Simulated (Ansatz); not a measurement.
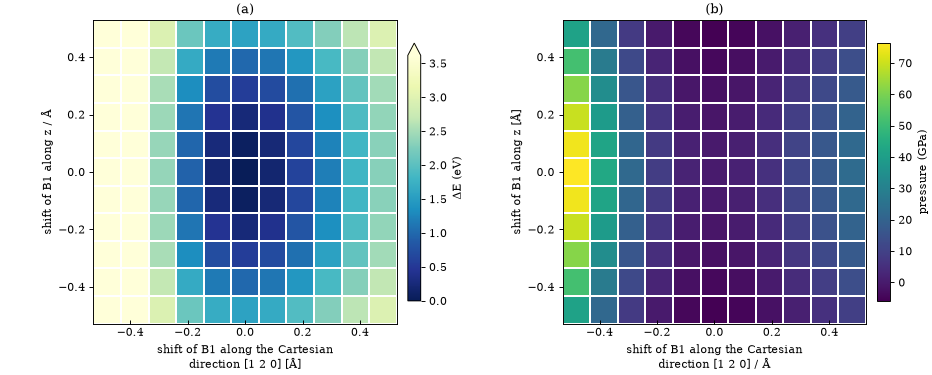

BN (P-6m2, No. 187; 4 atoms in the cell). 
- One atom moved over a plane, all else fixed (x along [1 0 0], y along [1 2 0], z along [0 0 1] of the conventional cell).
- First axis: shift of B1 along the Cartesian direction [1 2 0]. Second axis: shift of B1 along z.
- Nothing is relaxed (all other atoms fixed).
- Grid: 11 × 11 points; 66 points were computed and 55 follow by symmetry.
- Points are written as (first, second).
- Energies are in eV per cell, from the lowest grid point.
- The band gap closes in part of the range.
- Level of theory: DFT PBE+D3(BJ), scalar-relativistic, plane waves, PAW in Ansatz 0.2.0. Settings: cutoff 420 eV, k-mesh 12×12×4 in the order of the run's cell vectors, gaussian smearing 0.05 eV, no spin polarisation.

Panel (a) is the energy and panel (b) the computed pressure on the same grid.

Drawn: one coloured cell a grid point, one colour for all values above the top of the scale.

### How does the pressure vary over the map, and what is it at the lowest grid point?

It runs from −6 GPa at (0.000 Å, −0.480 Å) to 76 GPa at (−0.480 Å, 0.000 Å). At the lowest grid point, (0.000 Å, 0.000 Å), it is 0 GPa.
